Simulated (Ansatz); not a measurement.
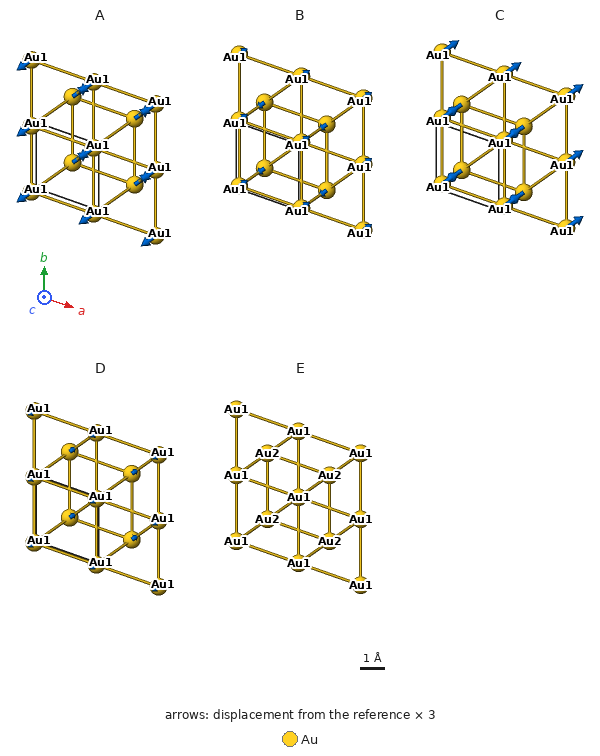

Solid Au (Im-3m): a normal mode of wave vector (0, 0, 1/2) of the primitive cell, folded into a doubled cell, is frozen in with the cell fixed, the amplitude being the largest displacement of an atom. The picture is a ball-and-stick view of the cell of the calculation, repeated 2 × 2 × 2 with one cell outlined, seen along the c axis. Blue arrows: displacements from the reference.

These are results of DFT PBEsol, scalar-relativistic, plane waves, PAW (Ansatz 0.2.0), not measurements. Settings: plane-wave cutoff 420 eV; k-point mesh 22 × 22 × 14; occupations gaussian; smearing width 0.15 eV; no spin polarisation. Energies (free energies at the smearing named) are counted from the relaxed crystal.

Question: Order these geometries by energy, lowest first.

Answer: Lowest first: E (the amplitude 0.00 Å, 0 meV/cell), D (the amplitude 0.1125 Å, 79 meV/cell), B (the amplitude −0.15 Å, 140 meV/cell), A (the amplitude 0.2625 Å, 426 meV/cell), C (the amplitude −0.30 Å, 552 meV/cell). Over the whole scan: the harmonic wavenumber of the mode is 93 cm⁻¹, a stable vibration. Of the computed points the lowest is at the amplitude 0.00 Å, 0 meV/cell. The end points stand at 552 meV/cell (−0.30 Å) and 552 meV/cell (0.30 Å). The well is symmetric. At the highest point the shortest interatomic distance is 2.51 Å, against 2.81 Å in the reference. The distortion takes the space group from Im-3m to Cmcm.
